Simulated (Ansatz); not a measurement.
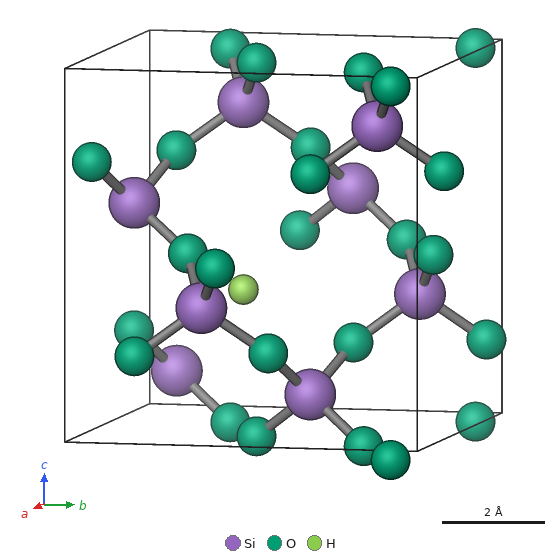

Shown here is a ball-and-stick view of the crystal, taken slightly off an axis. The frame is the supercell; atoms at its boundary are shown with their periodic copies. The host is SiO$_{2}$, in a cell of 24 sites, and the cell is neutral.

What defect is present?

An interstitial hydrogen atom. It is bonded to no bonds drawn.

Electronic-structure method: Ansatz 0.2.0, DFT PBE, scalar-relativistic, plane waves, PAW. Parameters: 420 eV cutoff, a 2×2×2 sampling of the Brillouin zone, Gaussian smearing of 0.02 eV, collinear spins.

Does the defect carry a magnetic moment?

Yes, 1.0 μB in the cell.

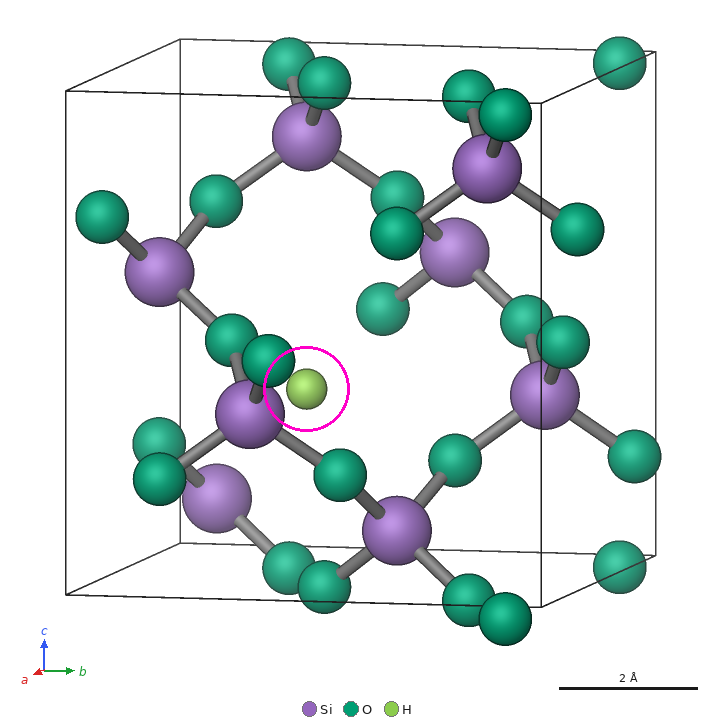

The same cell with a ring at the defect's site.

The atoms were relaxed in the host's cell with DFT PBE, scalar-relativistic, plane waves, PAW in Ansatz.
